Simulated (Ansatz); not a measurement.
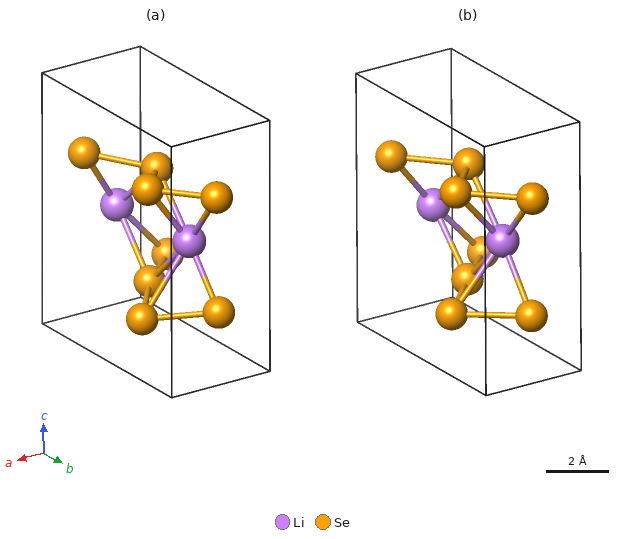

The structure of crystalline LiSe4 (a generated structure, set up in P1) (coarse preliminary run) before (left) and after (right) a relaxation, at one scale.

The picture is a ball-and-stick view of the cell of the calculation, seen from a free direction.

Method: DFT PBE, scalar-relativistic, plane waves, PAW in Ansatz.

Input
```yaml
crystal:
  lattice:
    - [2.775783907, -2.7185320179, -0.0271100028]
    - [5.5405506559, 5.4260480941, -0.010187267]
    - [-0.0525074347, 0.0358933203, 8.8220104245]
  atoms:
    - { symbol: Li, position: [0.5468286191, 0.2341164631, 0.495223463] }
    - { symbol: Li, position: [0.5203725115, 0.7732875919, 0.5060561594] }
    - { symbol: Se, position: [0.4882582035, -0.0232109381, 0.2791686074] }
    - { symbol: Se, position: [0.5640589229, 0.5003308377, 0.270657614] }
    - { symbol: Se, position: [0.5269840921, -0.0086962075, 0.7457441329] }
    - { symbol: Se, position: [0.4951294607, 0.5048156373, 0.7159799525] }
    - { symbol: Se, position: [0.0509163035, 0.2486356616, 0.2511967486] }
    - { symbol: Se, position: [-0.0124913524, 0.7636057243, 0.2425523866] }
    - { symbol: Se, position: [-0.0898196281, 0.2570405786, 0.7470185137] }
    - { symbol: Se, position: [-0.0902371329, 0.7500746509, 0.7464024219] }
basis:
  ecutwfc: 420
kpoints:
  mp_grid: { grid: [6, 4, 4] }
hamiltonian:
  xc: pbe
scf:
  occupations: { method: gaussian, width: 0.2 }
  lower_state_search: "off"
output:
  forces: true
  stress: true
  eigenvalues: true
relax:
  adjacent_minimum: "off"
  f_tol: 0.025
  max_steps: 60
  cell: { stress_tol: 0.25 }
```

Command:
```bash
ansatz run input.yaml --threads 1 --pin off --max-ram 2560MiB --backend cpu --events-out ev --progress --plain --runs-dir out
```

Question: What changed between the two?

Answer: The run was cut off at its time limit before the relaxation converged, so the last structure is only a point on the way. After 2 geometry steps the energy has fallen by 75.1 meV per atom. Largest force component: 1.2 eV/Å at the start, 0.4 eV/Å at the end. The pressure goes from 0.99 to 0.16 GPa. The largest move relative to the cell is that of Se9, 0.25 Å in a general direction near +a. Largest moves by element: Se 0.25 Å, Li 0.13 Å. The drawn cell changes as follows: a 3.885 → 3.772 Å (−2.9 %), b 7.755 → 7.752 Å (0.0 %), c 8.822 → 8.775 Å (−0.5 %), α 90.2° → 89.7°, β 90.8° → 89.9°, γ 88.8° → 88.3°; the volume changes by −3.5 %. Among the contacts that change: Li1–Se9 3.350 → 2.968 Å, Se5–Se9 3.128 → 2.754 Å, Se4–Se8 3.007 → 2.654 Å, Li2–Se10 3.212 → 2.892 Å. Among the angles between lasting bonds that change: Se9–Se6–Se10 164.5° → 177.0°, Se7–Se3–Se8 163.3° → 174.4°, Li2–Se3–Se8 73.9° → 62.8°. The space group stays P1 (No. 1).
